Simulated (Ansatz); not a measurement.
This input was run:

```
crystal:
  lattice:
    - [3.1393031999, 0.0, 0.0]
    - [0.0, 4.4396451617, 0.0]
    - [0.0, 0.0, 24.4179095998]
  atoms:
    - { symbol: Ta, position: [0.5, 0.5, 0.3071515999] }
    - { symbol: C, position: [0.5, 0.0, 0.3071515999] }
    - { symbol: Ta, position: [0.0, 0.0, 0.3714343999] }
    - { symbol: C, position: [0.0, 0.5, 0.3714343999] }
    - { symbol: Ta, position: [0.5, 0.5, 0.4357172] }
    - { symbol: C, position: [0.5, 0.0, 0.4357172] }
    - { symbol: Ta, position: [0.0, 0.0, 0.5] }
    - { symbol: C, position: [0.0, 0.5, 0.5] }
    - { symbol: Ta, position: [0.5, 0.5, 0.5642828] }
    - { symbol: C, position: [0.5, 0.0, 0.5642828] }
    - { symbol: Ta, position: [0.0, 0.0, 0.6285656001] }
    - { symbol: C, position: [0.0, 0.5, 0.6285656001] }
    - { symbol: Ta, position: [0.5, 0.5, 0.6928484001] }
    - { symbol: C, position: [0.5, 0.0, 0.6928484001] }
basis:
  ecutwfc: 420
kpoints:
  mp_grid: { grid: [5, 4, 1] }
hamiltonian:
  xc: pbesol
scf:
  occupations: { method: gaussian, width: 0.1 }
output:
  forces: true
  stress: true
  eigenvalues: true
efield:
  axis: 3
  dipole_correction: true
  ramp_width: 0.04
```

Command:
```bash
ansatz run input.yaml --threads 2 --pin off --max-ram 5632MiB --backend cpu --events-out ev --progress --plain --runs-dir out
```

What does the potential across the slab give for the work function?

The work function is 3.95 eV, the same on both faces. The two vacuum levels agree, so the slab has no net dipole along its normal. The outermost atoms are 9.4 Å apart, which leaves 15.0 Å of vacuum in a cell 24.4 Å high.

The atoms aren't at rest in this cell (largest force 3.1 eV/Å), so the relaxed material can differ. Spin-orbit coupling is left out, which matters for Ta.

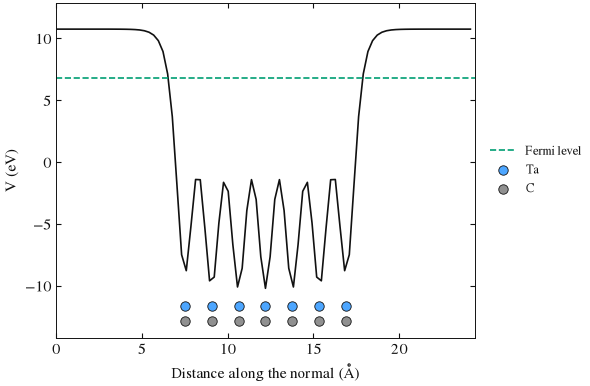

Plane-averaged electrostatic potential energy of an electron across the slab; circles at the bottom mark the heights of the atoms.
